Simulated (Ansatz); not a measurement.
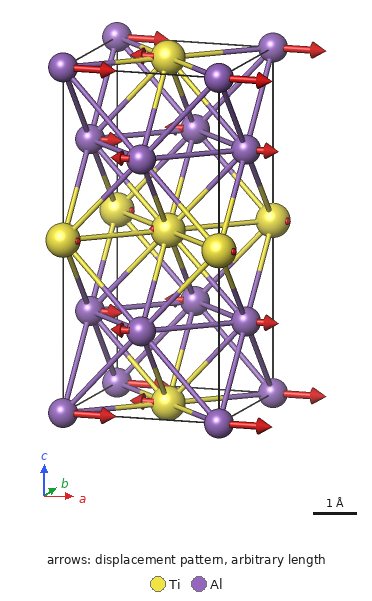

One vibrational mode of solid Ti3Al5 at the zone centre. The red arrows are the displacements of the atoms (eigenvector over the root of the mass), of arbitrary overall length and sign. A ball-and-stick model of the cell of the calculation, seen slightly off an axis.

All numbers below come from Ansatz 0.2.0, DFT r2SCAN, scalar-relativistic, plane waves, PAW.

Input
```yaml
crystal:
  lattice:
    - [3.8982868572, 0.0, 0.0]
    - [0.0, 3.8982868572, 0.0]
    - [0.0, 0.0, 8.3249319435]
  atoms:
    - { symbol: Ti, position: [0.0, 0.0, 0.5] }
    - { symbol: Ti, position: [0.5, 0.5, 0.0] }
    - { symbol: Ti, position: [0.5, 0.5, 0.5] }
    - { symbol: Al, position: [0.0, 0.5, 0.2513308222] }
    - { symbol: Al, position: [0.0, 0.5, 0.7486691778] }
    - { symbol: Al, position: [0.5, 0.0, 0.2513308222] }
    - { symbol: Al, position: [0.5, 0.0, 0.7486691778] }
    - { symbol: Al, position: [0.0, 0.0, 0.0] }
basis:
  ecutwfc: 500
kpoints:
  mp_grid: { grid: [10, 10, 6] }
hamiltonian:
  xc: r2scan
scf:
  occupations: { method: gaussian, width: 0.15 }
output:
  eigenvalues: true
phonons:
  method: fd
  supercell: [1, 1, 1]
  amplitude: 0.02
  eigenvectors: true
  dielectric: false
```

Run as
```bash
ansatz run input.yaml --threads 2 --pin off --max-ram 5120MiB --backend cpu --events-out ev --progress --plain --runs-dir out
```

### What mode is this, and where does it lie in the spectrum?

This is the E_u mode (doubly degenerate; one member of the set is drawn) at 346 cm⁻¹, the highest optical level, infrared-active by symmetry. All motion is along a; the kinetic energy is shared as Al 74 %, Ti 26 %. The crystal is a metal, so free carriers screen the infrared response.
